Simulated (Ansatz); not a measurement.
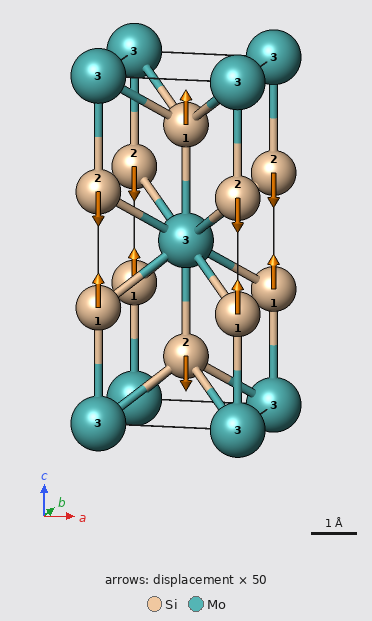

This is a relaxation of crystalline Si₂Mo (set up in I4/mmm). The starting structure is drawn; orange arrows show the displacements (the part carried along by the change of the cell is left out), 50 times their true length.

A ball-and-stick model of the conventional cell (2 times the calculation's cell), seen slightly off an axis. Lengths and directions refer to the drawn axes.

Theory: DFT PBEsol, scalar-relativistic, plane waves, PAW (Ansatz 0.2.0).

Input file:
```yaml
crystal:
  lattice:
    - [-1.6, 1.6, 3.9305]
    - [1.6, -1.6, 3.9305]
    - [1.6, 1.6, -3.9305]
  atoms:
    - { symbol: Si, position: [0.333, 0.333, 0.0] }
    - { symbol: Si, position: [0.667, 0.667, 0.0] }
    - { symbol: Mo, position: [0.0, 0.0, 0.0] }
basis:
  ecutwfc: 420
kpoints:
  mp_grid: { grid: [18, 18, 18] }
hamiltonian:
  xc: pbesol
scf:
  occupations: { method: gaussian, width: 0.1 }
output:
  forces: true
  stress: true
  eigenvalues: true
  write_density: true
  write_potential: true
  elf: true
  volumetric_format: npy
relax:
  adjacent_minimum: "off"
  f_tol: 0.005
  max_steps: 80
  cell: { stress_tol: 0.05 }
```

Run as
```bash
ansatz run input.yaml --threads 2 --pin off --max-ram 5120MiB --backend cpu --events-out ev --progress --plain --runs-dir out
```

What happened in the run?

The largest moves relative to the cell, 0.016 Å, are those of Si1 and Si2. Si2 goes along −c. Mo stays in place. The drawn cell changes as follows: a = b 3.200 → 3.190 Å (−0.3 %), c 7.861 → 7.821 Å (−0.5 %); the volume changes by −1.1 %. Near-neighbour distances that change, for instance: Si1–Mo3 2.616 → 2.599 Å. The space group stays I4/mmm (No. 139). The energy falls by 9.6 meV per cell of the calculation in 3 accepted moves (4 points after the start). Largest force component: 0.33 eV/Å at the start, 0.0016 eV/Å at the end. The pressure goes from −2.74 to −0.01 GPa. At 1 point the geometry stayed and the basis and grid were re-selected for the new cell (energy shift of 0.1 meV per cell of the calculation at most each time).
